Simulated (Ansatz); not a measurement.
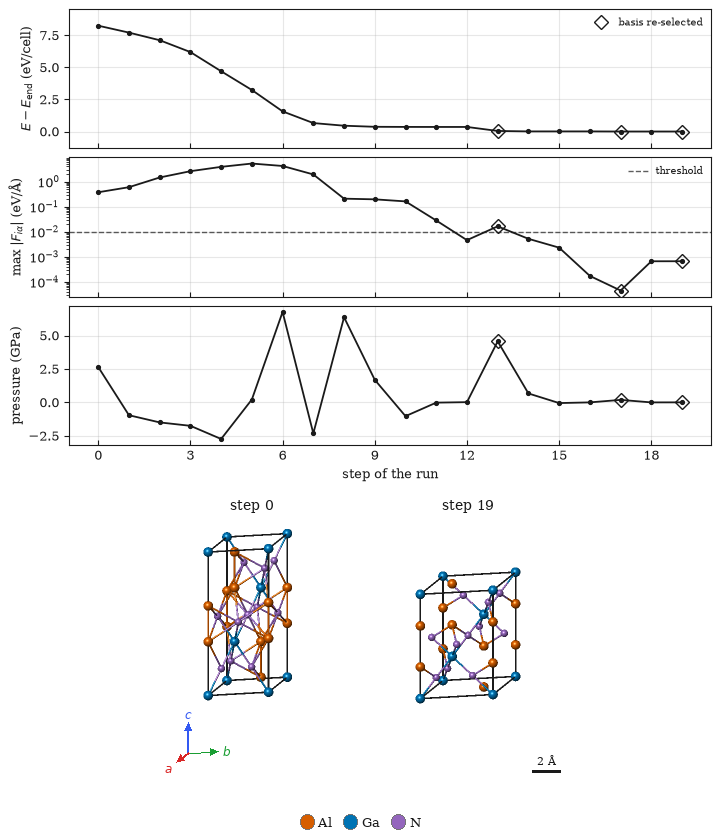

First and last geometry of a relaxation of crystalline Al$_{2}$GaN$_{3}$ (built on the Li2GaCu3-166 type type), with the history of the run. The picture is a ball-and-stick view of the conventional cell (3 times the calculation's cell), seen slightly off an axis. Lengths and directions refer to the drawn axes.

All numbers below come from DFT, PBEsol, plane waves, PAW (Ansatz). (plane-wave cutoff 420 eV; k-point mesh 6 × 6 × 6; occupations fermi dirac; smearing width 0.03 eV; no spin polarisation; cell and atoms relaxed; force threshold 0.01 eV/Å; at most 120 steps)

Question: What do the curves and the structures tell?

Answer: It converged. After 16 accepted moves (19 points after the start) the energy has fallen by 8.253 eV per cell of the calculation. Largest force component: 0.38 eV/Å at the start, 0.00066 eV/Å at the end. Pressure: 2.65 GPa at the start and 0.00 GPa at the end. At 3 points the geometry stayed and the basis and grid were re-selected for the new cell (energy shift of 0.312 eV per cell of the calculation at most each time). The largest moves relative to the cell, 0.57 Å, are those of Al atoms. Ga and N stay in place. The volume changes by +5.2 %, with a = b 4.528 → 5.448 Å (+20.3 %), c 10.886 → 7.911 Å (−27.3 %). Some distances before and after: Al–Ga 4.084 → 2.400 Å, Al–N 2.620 → 1.908 Å, Al–N 2.640 → 3.137 Å, Al–Al 2.717 → 3.112 Å. Bond angles that change, for instance: N–Ga–N 60.8° → 83.2°, N–Ga–N 119.2° → 96.8°. The space group stays R-3m (No. 166).
